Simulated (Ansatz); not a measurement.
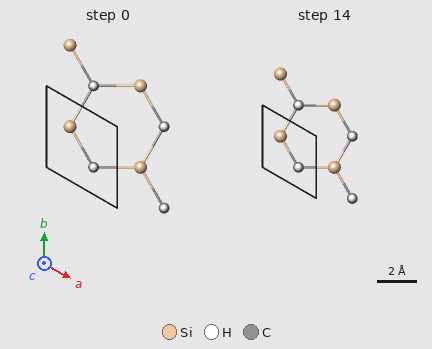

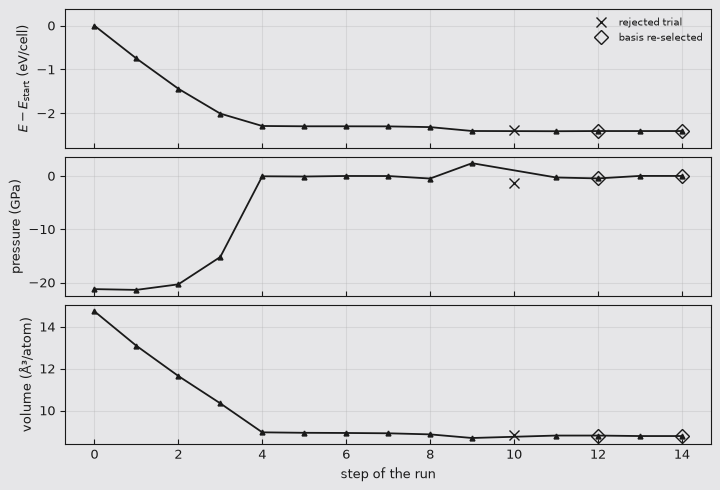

First and last geometry of a relaxation of a crystal of SiHC (a generated structure, set up in P-6m2) (coarse preliminary run), with the history of the run. A ball-and-stick model of the cell of the calculation, repeated 2 × 2 × 1 with one cell outlined, seen along the c axis.

The calculation used DFT PBE, scalar-relativistic, plane waves, PAW (Ansatz). (plane-wave cutoff 420 eV; k-point mesh 6 × 6 × 6; occupations gaussian; smearing width 0.1 eV; no spin polarisation; cell and atoms relaxed; force threshold 0.04 eV/Å; at most 70 steps)

Read the history and describe the run.

Answer. It converged. No atom moves by more than 0.005 Å relative to the cell. Cell: a = b 4.268 → 3.260 Å (−23.6 %), c 2.802 → 2.862 Å (+2.2 %). Volume −40.4 %. Some distances before and after: C–Si 2.464 → 1.882 Å, Si–Si 2.802 → 2.862 Å, C–H 1.401 → 1.431 Å. The space group stays P-6m2 (No. 187). The energy falls by 2.404 eV per cell of the calculation in 11 accepted moves (14 points after the start). All forces vanish by symmetry, so only the cell relaxes. The pressure goes from −21.23 to 0.00 GPa. The line search rejected the trial step at point 10 of the run. At 2 points the geometry stayed and the basis and grid were re-selected for the new cell (energy shift of 4.1 meV per cell of the calculation at most each time). Cost: 30 s on 1 thread of Intel(R) Xeon(R) Processor @ 2.70GHz, on a shared host, peak memory 0.33 GiB.

```csv
step,"E − E(0), meV/atom","pressure, GPa","volume, Å³/atom",note
0,0.00,-21.23,14.737,
1,-249.38,-21.37,13.092,
2,-479.34,-20.33,11.648,
3,-668.66,-15.20,10.342,
4,-762.71,-0.06,8.958,
5,-765.05,-0.10,8.936,
6,-765.12,0.00,8.927,
7,-765.70,-0.01,8.912,
8,-771.26,-0.48,8.860,
9,-800.81,2.39,8.687,
10,-796.48,-1.25,8.832,rejected
11,-802.52,-0.28,8.804,
12,-801.17,-0.46,8.804,"same geometry, new basis"
13,-801.25,0.01,8.781,
14,-801.18,0.00,8.781,"same geometry, new basis"
```

Limits of the set-up: the k-point mesh is coarse for a cell with partly filled bands.
